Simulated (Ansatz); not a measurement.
HgSe (space group F-43m, No. 216). Coordinates: the end point of a relaxation with DFT, r2SCAN, PAW with Ansatz's default frozen-core files, scalar-relativistic in Ansatz.

```cif
data_structure
_symmetry_space_group_name_H-M 'F-43m'
_symmetry_Int_Tables_number 216
_cell_length_a 6.1830
_cell_length_b 6.1830
_cell_length_c 6.1830
_cell_angle_alpha 90.000
_cell_angle_beta 90.000
_cell_angle_gamma 90.000
_cell_volume 236.37
loop_
_atom_site_label
_atom_site_type_symbol
_atom_site_symmetry_multiplicity
_atom_site_Wyckoff_symbol
_atom_site_fract_x
_atom_site_fract_y
_atom_site_fract_z
_atom_site_occupancy
Hg1 Hg 4 a 0.00000 0.00000 0.00000 1
Se1 Se 4 d 0.25000 0.25000 0.75000 1
```

Bonds are taken as Hg–Se below 3 Å; no other contact counts. The graph is simplified in the usual way: terminal and isolated atoms are pruned, two-connected atoms become edges.

Derive the underlying net.

The result is a uninodal 4-connected, three-periodic net: Hg and Se are 4-connected nodes. It is the dia net, known from diamond, zinc blende and cristobalite. It is a single net, without interpenetration.

```tsv
node	links	point symbol	coordination sequence
Hg and Se	4	6⁶	4 12 24 42 64 92 124 162
```

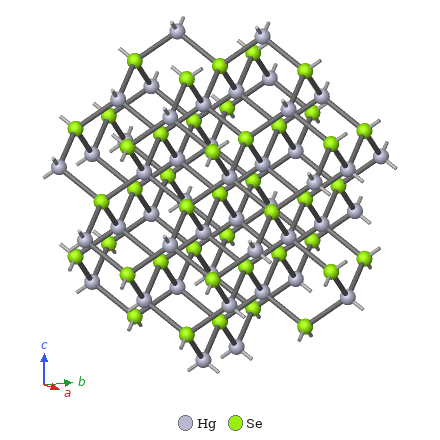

Nodes are coloured by element. Edges to nodes outside the piece are drawn as stubs.
